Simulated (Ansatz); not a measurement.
## Electronic structure of AlGaN₂ in real space

Input

```
crystal:
  lattice:
    - [3.095318624, 0.0, 0.0]
    - [0.0, 3.095318624, 0.0]
    - [0.0, 0.0, 4.3562282533]
  atoms:
    - { symbol: Al, position: [0.5, 0.5, 0.5] }
    - { symbol: Ga, position: [0.0, 0.0, 0.0] }
    - { symbol: "N", position: [0.5, 0.0, 0.7400513254] }
    - { symbol: "N", position: [0.0, 0.5, 0.2599486746] }
basis:
  ecutwfc: 420
kpoints:
  mp_grid: { grid: [8, 8, 6] }
hamiltonian:
  xc: lda
scf:
  occupations: { method: gaussian, width: 0.02 }
output:
  forces: true
  stress: true
  eigenvalues: true
  write_density: true
  write_potential: true
  elf: true
  volumetric_format: npy
relax:
  adjacent_minimum: "off"
  f_tol: 0.008
  max_steps: 50
  cell: { stress_tol: 0.08, p_target: 2.0 }
```

Command:

```sh
ansatz run input.yaml --threads 1 --pin off --max-ram 2560MiB --backend cpu --events-out ev --progress --plain --runs-dir out
```

Below, planes, directions and counts refer to the conventional cell (a = 3.11 Å, b = 3.11 Å, c = 4.37 Å, α = 90.00°, β = 90.00°, γ = 90.00°).

The fields are those of the run's last geometry, not of the input's.

Space group P-4m2; a structure from a database of computed crystals, not necessarily the ambient phase; computed pressure about 2 GPa in this cell.

All numbers below come from DFT LDA, scalar-relativistic, plane waves, PAW in Ansatz.

The density is the valence pseudo-density of a PAW calculation; it isn't the true density close to the nuclei.

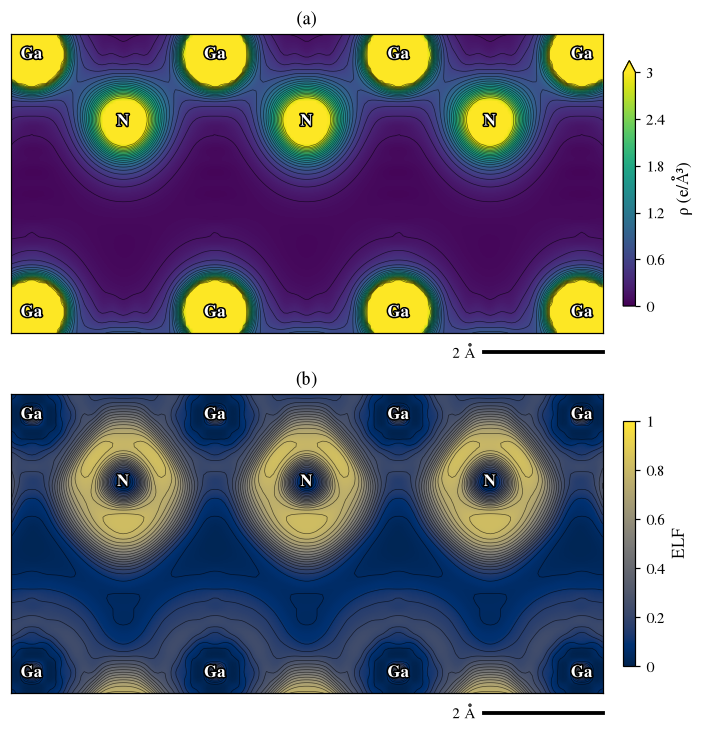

Figure 1. (a) valence charge density (pseudo); (b) ELF on the (010) plane of the conventional cell.

Question: Describe what can be read from this map.

Answer: Atoms in the plane: Ga and N.
Ga–N (1.92 Å): ρ at the midpoint is about 0.78 e/Å³; the ELF peaks at about 0.85 in the valence shell of N, 0.6 Å from its nucleus, and is about 0.45 at the midpoint.
Between the atoms the lowest density in this plane is 0.04 e/Å³.

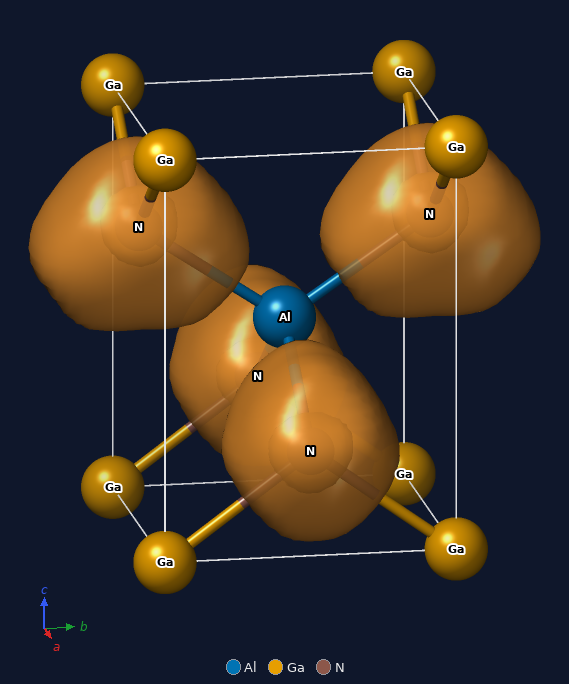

Figure 2. Isosurface of the ELF at 0.65 (orange), seen slightly off an axis. Only the valence region is drawn (cores and ρ < 0.01 e/Å³ removed). Sticks mark near contacts.

Question: Identify the bonds, lone pairs and shells in this picture.

Answer: At this value the surface marks out two regions on N in which the atom's valence shell and bonds are merged, counted in one cell of 4 atoms. Regions shared between cells count once.


Al–N (1.87 Å): the ELF peaks at about 0.90 between the atoms; a polar covalent bond.

Question: Does the calculation make it a metal, or give it a gap?

Answer: It is gapped, with a Kohn–Sham gap of 3.1 eV on the k-point mesh, an upper bound to the gap of this method.
